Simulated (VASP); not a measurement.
The compound is CdS (space group P6_3mc, No. 186), taken as the end point of a relaxation with VASP Kohn-Sham DFT of a periodic cell, PBE with D3, VASP PAW PBE potentials, recommended (VASP).

```
CELL_PARAMETERS angstrom
4.15031 0.00000 0.00000
-2.07516 3.59428 0.00000
0.00000 0.00000 6.76599
ATOMIC_POSITIONS crystal
Cd 0.66667 0.33333 0.49955
Cd 0.33333 0.66667 0.99955
S 0.66667 0.33333 0.87545
S 0.33333 0.66667 0.37545
```

Bonds are taken as Cd–S below 2.9 Å; no other contact counts. Atoms with one bond or none are removed and atoms with two bonds are replaced by edges, until no such atom is left.

What net does this leave?

The result is a uninodal 4-connected, three-periodic net: Cd and S are 4-connected nodes. It is the lon net, known from lonsdaleite, wurtzite and tridymite. It is a single net, without interpenetration.

```csv
node,links,point symbol,coordination sequence
Cd and S,4,6^6,4 12 25 44 67
```

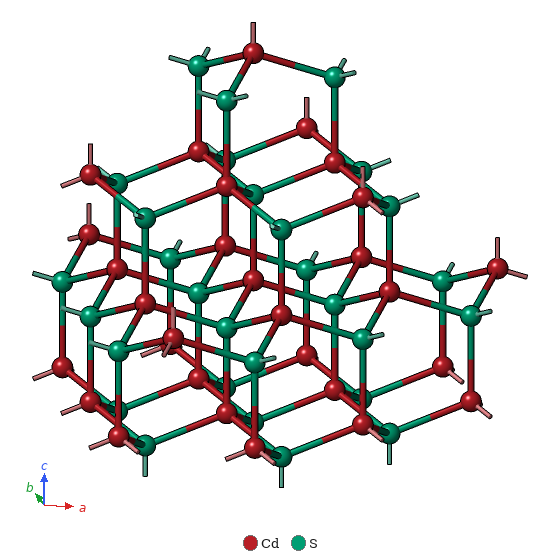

Nodes are coloured by element. Edges to nodes outside the piece are drawn as stubs.
